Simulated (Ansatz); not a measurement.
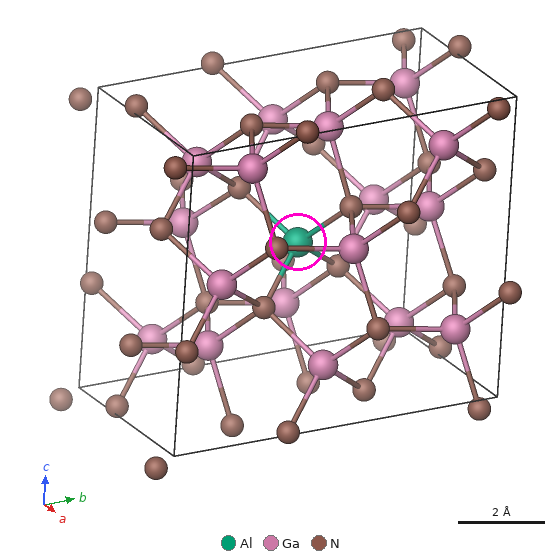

Ball-and-stick drawing of the structure, looking slightly off an axis. Atoms at the boundary of the supercell (the box) are drawn once for each face, edge or corner they touch. The host is GaN, in a cell of 36 sites, and the cell is neutral. A ring marks the defect's site.

Q: How does this supercell depart from the perfect host?

A: Aluminium on a gallium site (a substitutional impurity). It is bonded to four N in a tetrahedral arrangement at about 1.9 Å.

The atoms were relaxed in the host's cell with DFT PBE, scalar-relativistic, plane waves, PAW (Ansatz 0.2.0).
